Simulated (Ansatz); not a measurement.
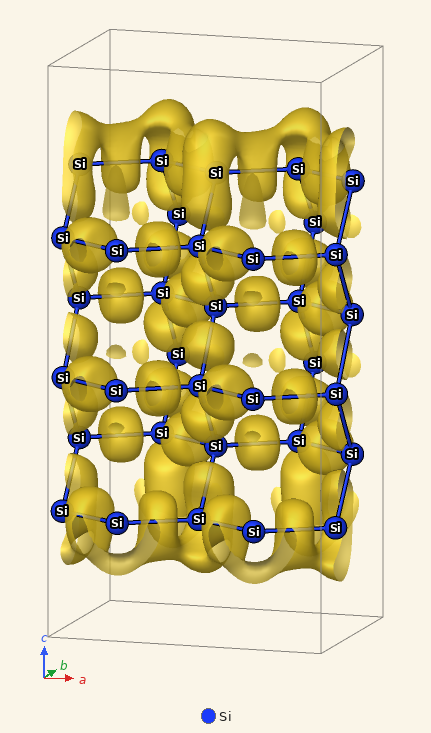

The picture shows: Si (slab). Isosurface of the ELF at 0.75 (yellow), seen slightly off an axis. Core shells and regions of very low density are left out. Sticks mark near contacts.

All numbers below come from DFT PBEsol, scalar-relativistic, plane waves, PAW in Ansatz 0.2.0.

Q: Describe the localisation domains.

A: The ELF exceeds this value in 14 regions between bonded Si–Si atoms and channels that run through the cell in one direction, counted in one cell of 12 atoms. Counts are for one cell; the picture repeats the cell along the surface.

Values along the shortest contacts:
Si–Si (2.26 Å): the ELF peaks at about 0.95 between the atoms. Si–Si (2.31 Å): the ELF peaks at about 0.95 between the atoms.
